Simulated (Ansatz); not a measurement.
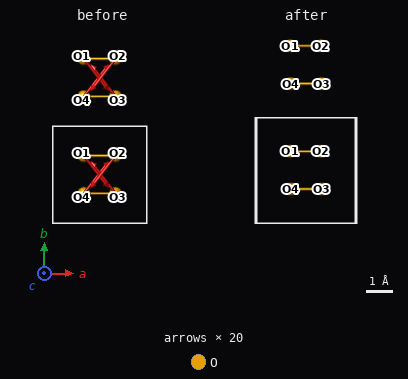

The structure of a crystal of O (built on the database_13 type) (coarse preliminary run) before (left) and after (right) a relaxation, at one scale. The red arrows give the displacements (the part carried along by the change of the cell is left out), magnified 20 times.

The picture is a ball-and-stick view of the cell of the calculation, repeated 1 × 2 × 1 with one cell outlined, seen along the c axis.

Case: structure listed in a database for this formula (P2/c, No. 13).

All numbers below come from DFT r2SCAN, scalar-relativistic, plane waves, PAW (Ansatz 0.2.0). (plane-wave cutoff 500 eV; k-point mesh 6 × 4 × 6; occupations gaussian; smearing width 0.1 eV; no spin polarisation; cell and atoms relaxed; force threshold 0.04 eV/Å; at most 70 steps)

Summarise the run.

The largest moves relative to the cell, 0.082 Å, are those of O1, O2, O3 and O4. O3 goes roughly along [−1 1 0]. Cell: a 3.892 → 4.116 Å (+5.7 %), b 3.789 → 4.126 Å (+8.9 %), c 3.117 → 3.017 Å (−3.2 %), β 108.6° → 108.9°. Volume +11.3 %. Some distances before and after: O1–O2 1.232 → 1.204 Å. The space group stays P2/c (No. 13). Over 5 accepted moves (6 points after the start) the energy falls by 0.124 eV per cell of the calculation. Largest force component: 1.9 eV/Å at the start, 0.012 eV/Å at the end. The pressure goes from −5.39 to 0.10 GPa. At 1 point the geometry stayed and the basis and grid were re-selected for the new cell (energy shift of 6.0 meV per cell of the calculation at most each time). The run took about 40 core-seconds on a shared host.
